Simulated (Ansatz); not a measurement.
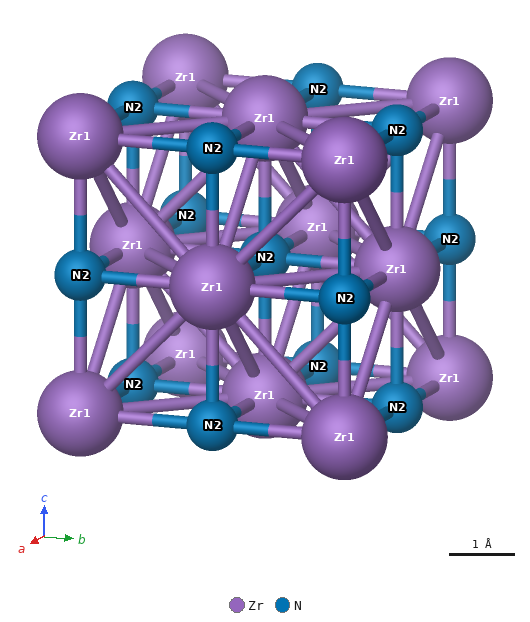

The input geometry (ball-and-stick view of the cell 4 times as large as that of the calculation, set on its symmetry axes, seen slightly off an axis; atoms are numbered from 1 in the order of the input). Near neighbours in the crystal (not all of them lie inside the picture): Zr has 6 N at 2.22 Å and 12 Zr at 3.13 Å; N has 6 Zr at 2.22 Å.

## ZrN: phonon calculation

System: ZrN (Fm-3m, 2 atoms in the cell).
Method: DFT LDA, scalar-relativistic, plane waves, PAW, no spin polarisation (Ansatz 0.2.0).

The structure derives from an entry of the Crystallography Open Database. It belongs to a series of runs on one base structure; here: zone-centre phonons at 20 GPa. Figures and captions count atoms from 1; the log counts them from 0 in places.

The input:
```yaml
crystal:
  lattice:
    - [0.0, 2.2164806044, 2.2164806044]
    - [2.2164806044, 0.0, 2.2164806044]
    - [2.2164806044, 2.2164806044, 0.0]
  atoms:
    - { symbol: Zr, position: [0.0, 0.0, 0.0] }
    - { symbol: "N", position: [0.5, 0.5, 0.5] }
basis:
  ecutwfc: 420
kpoints:
  mp_grid: { grid: [16, 16, 16] }
hamiltonian:
  xc: lda
scf:
  occupations: { method: fermi_dirac, width: 0.15 }
output:
  eigenvalues: true
phonons:
  method: dfpt
  eigenvectors: true
```

Run as:
```bash
ansatz run input.yaml --threads 1 --pin off --max-ram 3072MiB --backend cpu --events-out ev --progress --plain --runs-dir out
```

The program's output:
```
Engine: ansatz 0.2.0, x86_64-unknown-linux-gnu
Pseudopotentials: kind: paw
Pseudopotential: Zr, paw, valence charge 12, recommended cutoff 420 eV (normal), Zr.paw.azcp
Pseudopotential: N, paw, valence charge 5, recommended cutoff 420 eV (normal), N.paw.azcp
Functional definition: SPW92
  exchange = slater_x
  correlation = pw_c
Crystal: 2 atoms, lattice volume = 21.778 Å³
Basis set: ecut = 420 eV, 411 PW (Γ), exchange–correlation on 48×48×48 points (8 copies of the dense FFT grid, shifted against one another)
Bands: 13, of which v1, the nominal top of the filled ones, is band 9 counted from 1 (8 counted from 0)
Symmetry: 48 space group operations
k-points: 349 of 4096 (irreducible under 8 space group operations, time reversal used)
Non-local potential: Zr, projectors of the file, l = 0: 3, l = 1: 2, l = 2: 2, l = 3: 2
Non-local potential: N, projectors of the file, l = 0: 2, l = 1: 2, l = 2: 1
PAW form: soft (Blöchl's): semilocal exchange-correlation on the pseudo side does not see the compensation charge
PAW frozen core: Zr, regenerated for the run's functional, and the local potential with it (the file was generated under x = pbe(κ = 0.804, μ = 0.2195149727645171), c = pbe(β = 0.06672455060314922))
PAW frozen core: N, regenerated for the run's functional, and the local potential with it (the file was generated under x = pbe(κ = 0.804, μ = 0.2195149727645171), c = pbe(β = 0.06672455060314922))
PAW one-centre angular grid: Zr, 590 points (default); XC on 64 Gauss nodes
PAW one-centre angular grid: N, 110 points (default); XC on 64 Gauss nodes
Initial density: superposition of atomic densities (neutral atoms: chi_scale 0, normalization atom), corrected by the library's trained network
Initial wavefunctions: pseudopotential atomic-orbital guess
Functional: x = slater, c = lda
SCF iter   1: F=—  HF=-4455.288745 eV  |F-HF|=—  |Δ(HF+E_count)|=         —  Δρ=9.87e-3  dr2=2.13e-2  ethr=1.77e-3  ⟨swp⟩=5.0  Hψ=22173  notcnv=0
preconditioner: auto → none  [metal: Δε(μ)=0.019 eV  Ē_g=19.405 eV  σ=0.150 eV  W_gap=0.03  n_scr=8 (ndim 8)  ℏωp=30.8 eV  f_vac=0.000  D(μ)=0.58/eV (n_scr^D=0)  sad-step TF]
SCF iter   2: F=—  HF=-4455.286048 eV  |F-HF|=—  |Δ(HF+E_count)|=   2.70e-3  Δρ=6.34e-3  dr2=9.76e-3  ethr=1.25e-4  ⟨swp⟩=1.0  Hψ=7329  notcnv=0
SCF iter   3: F=—  HF=-4455.283850 eV  |F-HF|=—  |Δ(HF+E_count)|=   2.20e-3  Δρ=8.62e-4  dr2=6.88e-5  ethr=5.74e-5  ⟨swp⟩=2.3  Hψ=5718  notcnv=0
SCF iter   4: F=—  HF=-4455.283822 eV  |F-HF|=—  |Δ(HF+E_count)|=   2.81e-5  Δρ=1.37e-4  dr2=3.61e-6  ethr=4.05e-7  ⟨swp⟩=2.1  Hψ=7454  notcnv=0
SCF iter   5: F=—  HF=-4455.283821 eV  |F-HF|=—  |Δ(HF+E_count)|=   1.02e-6  Δρ=2.20e-5  dr2=5.56e-8  ethr=2.13e-8  ⟨swp⟩=2.0  Hψ=7186  notcnv=0
SCF iter   6: F=—  HF=-4455.283821 eV  |F-HF|=—  |Δ(HF+E_count)|=   3.05e-7  Δρ=1.73e-6  dr2=2.02e-10  ethr=3.27e-10  ⟨swp⟩=2.2  Hψ=7509  notcnv=0
SCF iter   7: F=-4455.283821 eV  HF=-4455.283821 eV  |F-HF|=9.09e-13  |Δ(HF+E_count)|=  6.28e-11  Δρ=1.11e-7  dr2=1.27e-12  ethr=1.00e-12  ⟨swp⟩=5.9  Hψ=18842  notcnv=0
SCF 1 converged in 7 iterations: F = -4455.283821 eV  dr2 = 1.27e-12
  greatest PAW one-centre occupation: 0.997 electrons in one spin orbital (limit 2), on the Zr atom at site 0 (counted from 0), in its partial waves of l = 0
```

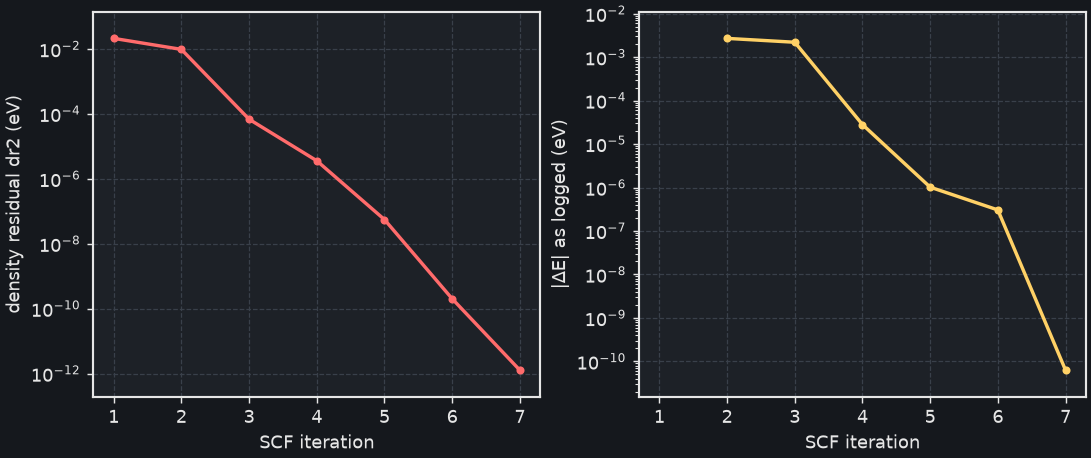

Convergence of the self-consistent field: density residual dr2 and size of the energy change against the SCF iteration. The residual falls at every step.

```
DFPT response loops at Γ: preconditioner auto → Kerker (q_TF=auto, 2.618 Å⁻¹) (partly filled bands, converged f_vac=0.000); β = 1.00, the filter's whole step (`scf.mixing.beta` (0.50) is not read by the response loops under this deck's `scf.mixing.preconditioner`; to damp them name `kerker` or `kerker_dos`, under which they read `scf.mixing.beta`, and type it under 1.00, their step now; both keys bind the ground state too); Broyden in place of MSR1
SCF converged after 7 iterations
Free energy (F): -4455.283821 eV
Harris-Foulkes:  -4455.283821 eV  (|F-HF|=9.09e-13)
Internal energy: -4455.241203 eV  (E = F + TS)
E sigma→0 (E₀):  -4455.262512 eV
Entropy (-TS):   -0.042617 eV (-21.309 meV/atom)
Fermi energy:    19.312641 eV
--- Per-component energies (eV) ---
  E_band       = 3.111109
  E_kinetic    = 475.102280
  E_local      = -569.489530  (includes V_loc(G=0)·N_el)
  E_nonlocal   = 129.082872
  E_hartree    = 172.206766
  E_xc         = -224.704979
  E_vxc        = -272.833865  (∫ρ·V_xc dr)
  E_paw        = -2967.037401  (= ΣΔE_a)
  E_vpaw       = -103.164311  (= ΣTr[D̂ρ^β])
  E_aug_tail   = 0.000116  (compensation charges beyond the density's cutoff)
  E_ewald      = -1470.851773
  E_core_change = 0.450445  (= ΣΔE_core)
  E_smearing   = -0.042617  (= −TS)
  E_closure    = 0.000000  (closes the sum)
  Σ components = -4455.283821   (vs F -4455.283821, Δ=0.00e0)
--- Band table (eV; the first three rows and the last of 349) ---
  k-point 0: bands = ["-29.8459", "-7.3847", "-7.3847", "-7.3847", "2.8453", "16.5506", "16.5506", "16.5506", "18.8401", "18.8401", "18.8401", "21.1167", "21.1167"]
  k-point 1: bands = ["-29.8376", "-7.4594", "-7.3896", "-7.3896", "2.9505", "16.1836", "16.2771", "16.2771", "18.9792", "18.9792", "18.9858", "21.4584", "21.4584"]
  k-point 2: bands = ["-29.8136", "-7.6657", "-7.4034", "-7.4034", "3.2464", "15.3502", "15.6656", "15.6656", "19.2666", "19.3357", "19.3357", "22.3243", "22.3243"]
  k-point 348: bands = ["-29.5470", "-8.3137", "-8.3137", "-8.0007", "4.1024", "13.4912", "14.5220", "14.5220", "20.4613", "20.4613", "24.6173", "24.9603", "26.1555"]
--- Phonons (Γ-DFPT): 2 representative perturbations + reference, on 349 of 4096 k-points (Σ response iterations 6) ---
  k mesh reduced under 8 symmetry operations, with k and −k counted as one. Each operation leaves every solved perturbation unchanged. A smaller set is not used because it would not reduce the number of displacements times k-points to solve
  ASR residual: 4.284e-4 → 0.000e0 eV/Å²; symmetrization residual: 7.960e-7 eV/Å²
  ASR residual per site (eV/Å²): 4.28e-4 9.93e-5
  Γ frequencies (cm⁻¹): 0.00 0.00 0.00 573.30 573.30 573.30
  non-analytic LO–TO correction: not included (Born effective charges unavailable; polar crystals: no LO–TO splitting at Γ)
```

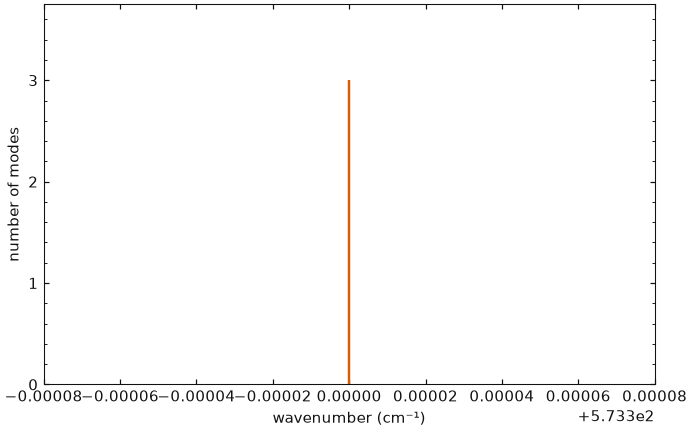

Optical phonons at the zone centre (no LO–TO term); neighbouring modes closer than 3 cm⁻¹ are counted in one stick. 3 modes from 573 to 573 cm⁻¹, none imaginary.

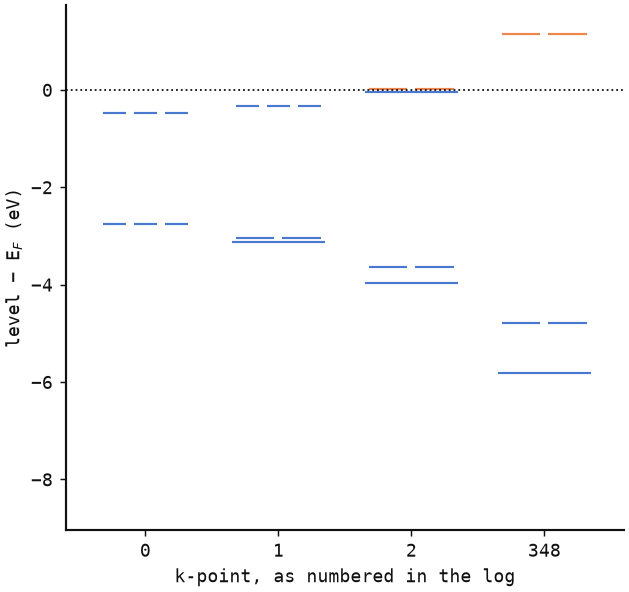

Kohn–Sham levels near the Fermi level (dotted) at the few k-points that the log prints; levels within 0.02 eV of each other stand side by side. The system is metallic on the full mesh.

Summary:

```csv
quantity,value
outcome,converged
space group (tolerance 0.01 Å),Fm-3m (225)
electrons treated,17
free energy,−4455.2838 eV
Fermi energy,19.313 eV
gap on the k-point mesh,none (metallic)
hardware,"1 thread of Intel Xeon @ 2.50GHz (Skylake/Cascade Lake), 12 GiB of memory available, shared host"
wall time,44 s
peak memory,0.68 GiB
```

Results for this metal are sensitive to the k-point mesh. The cell holds an odd number of electrons but the run has no spin polarisation, so it comes out as a metal.
